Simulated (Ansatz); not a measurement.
A periodic structure is given below.

```cif
data_structure
_symmetry_space_group_name_H-M 'P 1'
_symmetry_Int_Tables_number 1
_cell_length_a 6.0520
_cell_length_b 6.0520
_cell_length_c 6.4668
_cell_angle_alpha 90.000
_cell_angle_beta 90.000
_cell_angle_gamma 90.000
_cell_volume 236.86
loop_
_atom_site_label
_atom_site_type_symbol
_atom_site_fract_x
_atom_site_fract_y
_atom_site_fract_z
_atom_site_occupancy
Zn1 Zn 0.50000 0.50000 0.00000 1
Zn2 Zn 0.50000 0.00000 0.50000 1
Zn3 Zn 0.00000 0.50000 0.50000 1
Zn4 Zn 0.00000 0.00000 0.00000 1
Se1 Se 0.10997 0.88864 0.38994 1
Se2 Se 0.89003 0.38864 0.11006 1
Se3 Se 0.39003 0.11136 0.88994 1
Se4 Se 0.60997 0.61136 0.61006 1
Se5 Se 0.89003 0.11136 0.61006 1
Se6 Se 0.10997 0.61136 0.88994 1
Se7 Se 0.60997 0.88864 0.11006 1
Se8 Se 0.39003 0.38864 0.38994 1
```

What would you see if this were drawn?

The formula is ZnSe2. The lattice is primitive orthorhombic and the space group Pbca (No. 61). Counting shared atoms by their share gives 4 Zn, 8 Se, or 12 atoms. About every Zn there are six Se in an octahedral arrangement at 2.55 to 2.69 Å. Each Se atom is coordinated by three Zn and one Se in a distorted tetrahedral arrangement (2.55 to 2.69 Å to Zn, 2.37 Å to Se). The bonds build a three-dimensional framework.

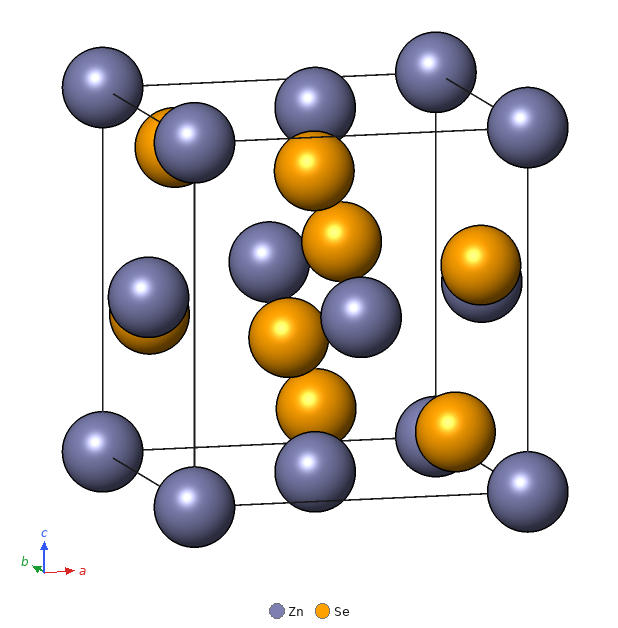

The crystal in a spheres-only representation, seen slightly off an axis. The edges of the conventional unit cell are marked.

The cell started as a structure listed in the Materials Project. The cell was then strained or its atoms displaced on purpose. It went into a calculation with Ansatz.
